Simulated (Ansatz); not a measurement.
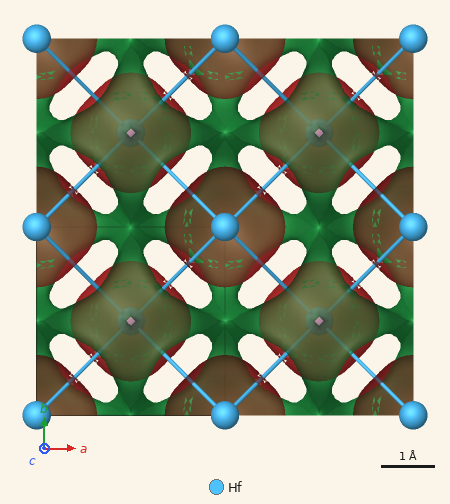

Hf. Density of the crystal less the sum of free-atom densities: green surfaces at +0.02 and red ones at −0.02 e/Å³, in the conventional cell, repeated, seen along the c axis (the regions close to the nuclei are left out). Cores are masked to 1.0 Å (Hf).

Space group Im-3m; the calculation finds a residual pressure of about −13 GPa at this fixed cell. This isn't the usual form at ambient conditions.

Theory: DFT LDA, scalar-relativistic, plane waves, PAW (Ansatz 0.2.0).

In a PAW calculation such maps are meaningful between the atoms, not at the nuclei.

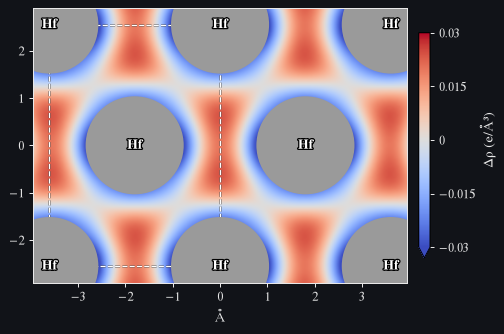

Second picture: a map on the (011̄) plane of the conventional cell, with grey discs over the atomic cores.

**Describe the bonding charge.**

Hf–Hf (3.13 Å): Δρ is about zero at the midpoint.
Over the whole cell, outside the masked cores, the largest gain, 0.03 e/Å³, lies 2.0 Å from a hafnium nucleus, and the largest loss lies at the edge of the masked core of Hf.
The rearranged charge, half the integral of |Δρ|, is about 0.19 e an atom.
